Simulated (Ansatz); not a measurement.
# A series of single points on AlN

System: AlN (P6₃mc, 4 atoms in the cell).
Method: DFT PBE, scalar-relativistic, plane waves, PAW, no spin polarisation (Ansatz 0.2.0).

The 5 runs differ only in the geometry, by a strain of the cell at fixed fractional positions. Against run 3, the strain is εxx = η and εyy = η. The structure derives from an entry of the Crystallography Open Database.

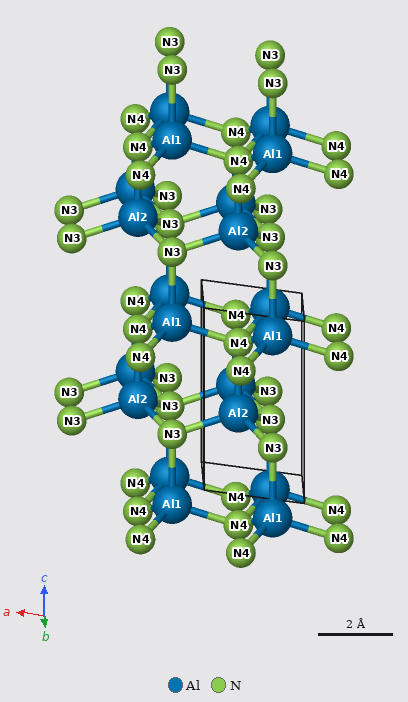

Figure 1. The structure of run 3 (ball-and-stick view of the cell of the calculation, repeated 2 × 2 × 2, seen at an oblique angle; bonded neighbours outside the cell are drawn too; atoms are numbered from 1 in the order of the input).

### Input of run 3
```yaml
crystal:
  lattice:
    - [3.1110021516, 0.0, 0.0]
    - [-1.5555010758, 2.6942068945, 0.0]
    - [0.0, 0.0, 5.10245]
  atoms:
    - { symbol: Al, position: [0.3333333333, 0.6666666667, 0.0] }
    - { symbol: Al, position: [0.6666666667, 0.3333333333, 0.5] }
    - { symbol: "N", position: [0.3333333333, 0.6666666667, 0.385] }
    - { symbol: "N", position: [0.6666666667, 0.3333333333, 0.885] }
basis:
  ecutwfc: 420
kpoints:
  mp_grid: { grid: [9, 9, 6] }
hamiltonian:
  xc: pbe
scf:
  occupations: { method: gaussian, width: 0.05 }
output:
  forces: true
  stress: true
  eigenvalues: true
```

Run 2 differs from it as follows:
```diff
-    - [3.1110021516, 0.0, 0.0]
-    - [-1.5555010758, 2.6942068945, 0.0]
+    - [3.0332270978, 0.0, 0.0]
+    - [-1.5166135489, 2.6268517221, 0.0]
```

### Results, with one run withheld

```csv
run,strain parameter η (%),"free energy per atom, from the lowest run given (meV)",pressure (GPa),gap on the mesh (eV)
1,−5.0000,127.18,26.12,4.83
2,−2.5000,?,?,?
3,0.0000,0.00,−0.36,3.99
4,2.5000,11.72,−9.39,3.52
5,5.0000,61.01,−16.30,3.07
```

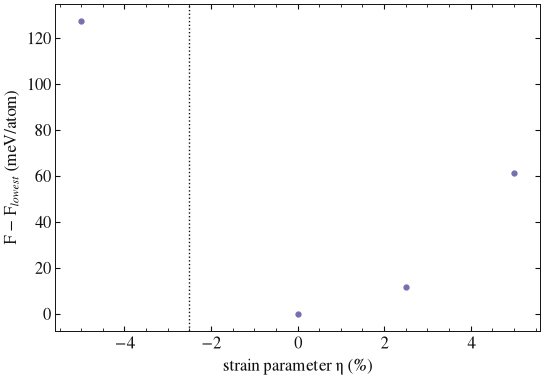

Figure 2. Free energy per atom of the runs given; the dotted line marks run 2.

Estimate the energy of run 2 from the others.

A quadratic polynomial in the coordinate, fitted to the 4 runs given, misses them by at most 2.76 meV per atom. With x = η − 0.6250, it reads F = −0.53834 − 1.8606 x + 3.6949 x² (meV per atom). At run 2 it gives 41.36 meV per atom, and the run itself gives 34.95. The fit has its minimum at η = 0.8768 %. So low a polynomial doesn't follow these energies more closely. The gap on the mesh goes, without turning, from 4.83 eV in run 1 to 3.07 eV in run 5; run 2 has 4.47 eV. These are gaps of this functional on this mesh, which can miss the band edges; they aren't the measured gap.

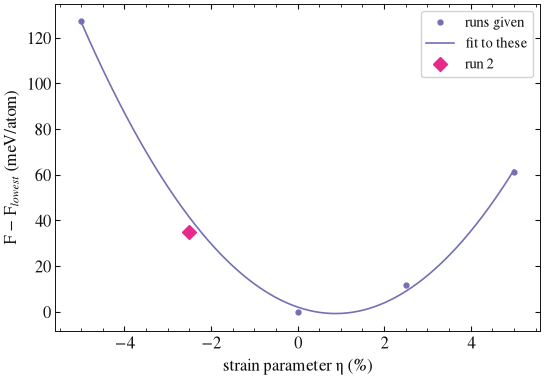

Figure 3. The fit and the withheld run.

### Output, shortened to warnings, some set-up lines, iterations and results (run 2)
```
Basis set: ecut = 420 eV, 785 PW (Γ), exchange–correlation on 48×48×72 points (8 copies of the dense FFT grid, shifted against one another)
Symmetry: 12 space group operations
k-points: 48 of 486 (time reversal used)
Initial density: superposition of atomic densities (neutral atoms: chi_scale 0, normalization atom), corrected by the library's trained network
[...]
SCF iter   1: F=—  HF=-1848.339569 eV  |F-HF|=—  |Δ(HF+E_count)|=         —  Δρ=1.01e-3  dr2=3.00e-4  ethr=1.77e-3  ⟨swp⟩=5.5  Hψ=3780  notcnv=0
SCF iter   2: F=—  HF=-1848.339841 eV  |F-HF|=—  |Δ(HF+E_count)|=   2.72e-4  Δρ=4.51e-4  dr2=4.31e-5  ethr=1.87e-6  ⟨swp⟩=2.4  Hψ=1266  notcnv=0
SCF iter   3: F=—  HF=-1848.339736 eV  |F-HF|=—  |Δ(HF+E_count)|=   1.04e-4  Δρ=7.58e-5  dr2=9.57e-7  ethr=2.69e-7  ⟨swp⟩=2.9  Hψ=1036  notcnv=0
SCF iter   4: F=-1848.339739 eV  HF=-1848.339739 eV  |F-HF|=7.37e-8  |Δ(HF+E_count)|=   2.56e-6  Δρ=1.56e-5  dr2=3.68e-8  ethr=5.98e-9  ⟨swp⟩=2.6  Hψ=1011  notcnv=0
SCF iter   5: F=-1848.339739 eV  HF=-1848.339739 eV  |F-HF|=3.64e-12  |Δ(HF+E_count)|=   8.00e-8  Δρ=1.37e-6  dr2=2.92e-10  ethr=2.30e-10  ⟨swp⟩=2.2  Hψ=929  notcnv=0
SCF iter   6: F=-1848.339739 eV  HF=-1848.339739 eV  |F-HF|=1.61e-11  |Δ(HF+E_count)|=  6.87e-11  Δρ=2.44e-7  dr2=1.08e-11  ethr=1.82e-12  ⟨swp⟩=1.1  Hψ=1696  notcnv=0
SCF 1 converged in 6 iterations: F = -1848.339739 eV  dr2 = 1.08e-11
SCF converged after 6 iterations
Free energy (F): -1848.339739 eV
Harris-Foulkes:  -1848.339739 eV  (|F-HF|=1.61e-11)
Internal energy: -1848.339739 eV  (E = F + TS)
E sigma→0 (E₀):  -1848.339739 eV
Fermi energy:    9.538846 eV
--- Per-component energies (eV) ---
  E_band       = 34.116213
  E_kinetic    = 321.712716
  E_local      = -443.995746  (includes V_loc(G=0)·N_el)
  E_nonlocal   = 111.601140
  E_hartree    = 154.398812
  E_xc         = -204.492247
  E_vxc        = -216.973717  (∫ρ·V_xc dr)
  E_paw        = -1190.812170  (= ΣΔE_a)
  E_vpaw       = -47.025960  (= ΣTr[D̂ρ^β])
  E_aug_tail   = 0.000192  (compensation charges beyond the density's cutoff)
  E_ewald      = -596.752436
  E_smearing   = -0.000000  (= −TS)
  E_closure    = 0.000000  (closes the sum)
  Σ components = -1848.339739   (vs F -1848.339739, Δ=0.00e0)
--- Forces (eV/Å), atoms counted from 1 ---
  atom   1  Al     0.00000000     0.00000000     0.71210196
  atom   2  Al     0.00000000    -0.00000000     0.71210196
  atom   3  N     -0.00000000    -0.00000000    -0.71211783
  atom   4  N     -0.00000000     0.00000000    -0.71211783
  max |Σ_I F_I| component: 3.18e-5 eV/Å
--- Stress (GPa, compression-positive) ---
       18.951157       0.000000      -0.000000
        0.000000      18.951157       0.000000
       -0.000000      -0.000000      -4.101006
  P = ⅓ Tr σ = 11.2671 GPa (112.671 kbar)
```
